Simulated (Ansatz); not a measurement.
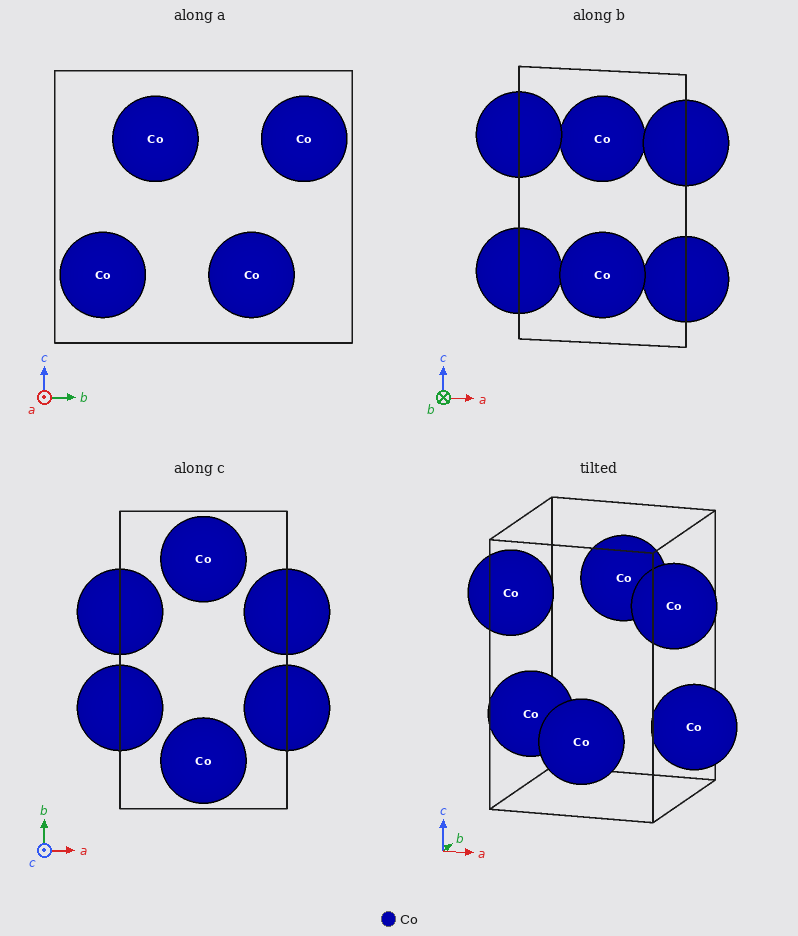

The figure gives a spheres-only picture of the atoms, viewed along the a axis, along the b axis, along the c axis and slightly off an axis. The conventional unit cell is drawn as a box.

Lattice parameters: a = 2.384 Å, b = 4.243 Å, c = 3.886 Å, α = 90.00°, β = 92.90°, γ = 90.00°. Put a along x and b in the xy plane.

Transcribe the picture into a POSCAR file, with free fractional coordinates to two decimals.

```
Co
1.0
     2.384    0.000    0.000
     0.000    4.243    0.000
    -0.196    0.000    3.881
Co
4
Direct
  0.00 0.34 0.75
  0.50 0.16 0.25
  0.50 0.84 0.75
  0.00 0.66 0.25
```

Origin of the cell: a structure type filled with this element by a generator (whether the element takes this form wasn't checked). Earlier steps of the study may have refined or changed the cell and positions. It went into a calculation with Ansatz.

At this level of theory the cell isn't at rest (compressed, at 16 GPa), so its distances can differ from those at equilibrium, the more so the softer the solid.
